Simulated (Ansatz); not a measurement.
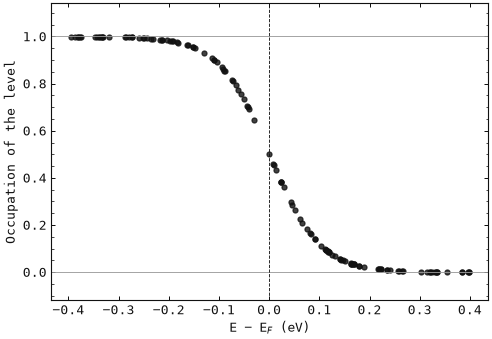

Occupations of the one-electron levels of the k mesh against their energy, from a run on Lu, space group P6_3/mmc (No. 194), 2 atoms in the cell, with Ansatz.

Question: Name the smearing function and its width.

Answer: Fermi-Dirac smearing with a width of 0.05 eV. The occupations stay between 0 and 1 and have long exponential tails; the slope at the Fermi level is 1/(4 × width).
